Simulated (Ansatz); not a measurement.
Ta (slab)

```cif
data_structure
_symmetry_space_group_name_H-M 'P 1'
_symmetry_Int_Tables_number 1
_cell_length_a 2.9526
_cell_length_b 4.1756
_cell_length_c 25.3341
_cell_angle_alpha 90.000
_cell_angle_beta 90.000
_cell_angle_gamma 90.000
_cell_volume 312.34
loop_
_atom_site_label
_atom_site_type_symbol
_atom_site_fract_x
_atom_site_fract_y
_atom_site_fract_z
_atom_site_occupancy
Ta1 Ta 0.50000 0.50000 0.29604 1
Ta2 Ta 0.00000 0.00000 0.35432 1
Ta3 Ta 0.50000 0.50000 0.41259 1
Ta4 Ta 0.00000 0.00000 0.47086 1
Ta5 Ta 0.50000 0.50000 0.52914 1
Ta6 Ta 0.00000 0.00000 0.58741 1
Ta7 Ta 0.50000 0.50000 0.64568 1
Ta8 Ta 0.00000 0.00000 0.70396 1
```

Not relaxed (largest force 1.5 eV/Å).

Computed with DFT PBEsol, scalar-relativistic, plane waves, PAW (Ansatz 0.2.0).

Q: Predict the valence pseudo-density and electron localisation function between the atoms.

A: Ta–Ta (2.95 Å): ρ at the midpoint is about 0.27 e/Å³; the ELF is about 0.30 at the midpoint (no shared electron pair shows on this line).

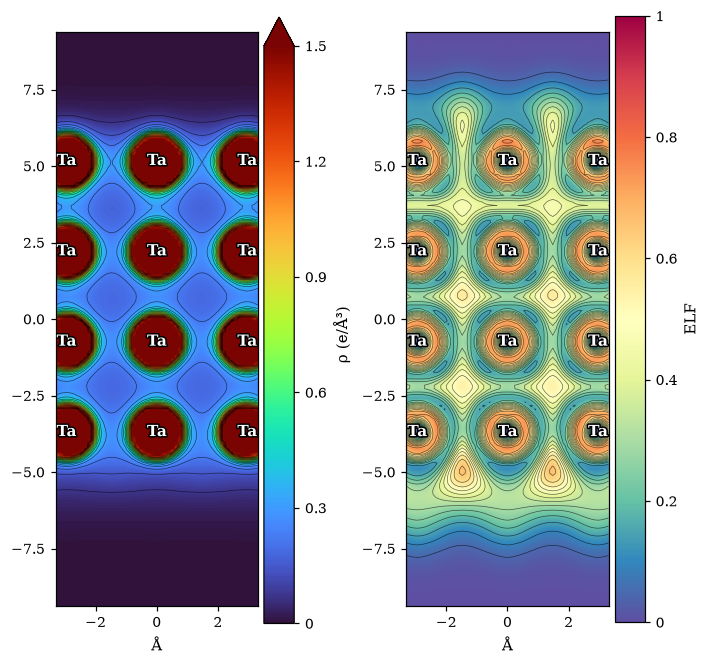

Computed valence pseudo-density and electron localisation function on the (010) plane of the calculation cell, a cut from vacuum to vacuum, in this order. 

In a PAW calculation such maps are meaningful between the atoms, not at the nuclei.
